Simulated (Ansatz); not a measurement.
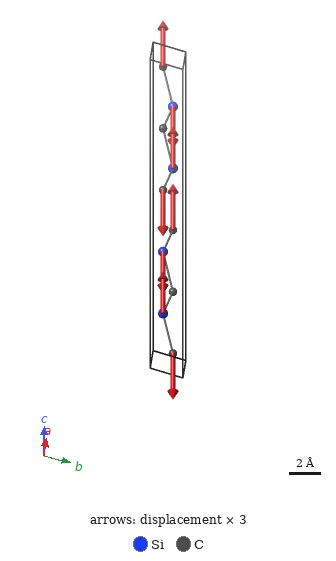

This is a relaxation of a crystal of Si$_{2}$C$_{3}$ (a generated structure, set up in P6_3/mmc) (coarse preliminary run). The starting structure is drawn; red arrows show the displacements (the part carried along by the change of the cell is left out), magnified 3 times.

Style: ball-and-stick. Shown: the cell of the calculation, from a free direction.

Level of theory: Ansatz, DFT PBE, scalar-relativistic, plane waves, PAW. (plane-wave cutoff 420 eV; k-point mesh 6 × 6 × 1; occupations gaussian; smearing width 0.1 eV; no spin polarisation; cell and atoms relaxed; force threshold 0.04 eV/Å; at most 70 steps)

What did the optimiser do to the structure, and how much energy did it gain?

Answer. After 19 accepted moves (20 points after the start) the energy has fallen by 2585 meV per atom. The largest force component goes from 0.24 to 0.014 eV/Å. Pressure: −19.67 GPa at the start and 0.09 GPa at the end. The SCF was repeated once at an unchanged geometry on a basis and grid sized afresh for the cell, which shifted the energy by 0.3 meV per atom at most. The largest moves relative to the cell, 1.14 Å, are those of C atoms. By element the largest moves are C 1.14 Å, Si 1.04 Å. Cell: a = b 2.636 → 2.617 Å (−0.7 %), c 22.878 → 22.868 Å (0.0 %). Volume −1.5 %. Near-neighbour distances that change, for instance: Si–Si 4.576 → 2.495 Å, C–Si 2.748 → 4.718 Å, C–C 2.748 → 1.511 Å, C–Si 2.748 → 1.959 Å. New bonds form, among them: C–C (2.75 → 1.51 Å). The space group stays P6_3/mmc (No. 194). The run took 2.1 min on 1 thread of Intel(R) Xeon(R) Processor @ 2.50GHz (Skylake/Cascade Lake), on a shared host, peak memory 0.41 GiB.

Limits of the set-up: the k-point mesh is coarse for a cell with partly filled bands.
